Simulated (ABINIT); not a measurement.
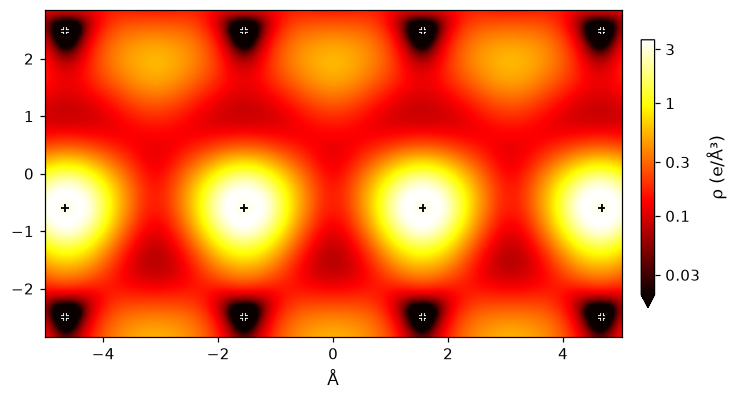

The valence electron density on a plane through atoms (crosses mark nuclei in the plane).

Method: Kohn-Sham DFT of a periodic cell, PBEsol, JTH PAW PBE v2.0 (ABINIT).

Candidates:
A. PbSe, a = 6.12 Å, b = 6.12 Å, c = 6.12 Å, α = 90.00°, β = 90.00°, γ = 90.00°. Space group Fm-3m; computed pressure about −3 GPa in this cell.
B. AlN, a = 3.11 Å, b = 3.11 Å, c = 4.98 Å, α = 90.00°, β = 90.00°, γ = 120.00°. Space group P6₃mc.

Question: Which candidate gave the map?

Answer: Candidate B: AlN on the (100) plane of the conventional cell, which holds Al and N. Al–N (1.89 Å): the density is about 0.67 e/Å³ at the midpoint.
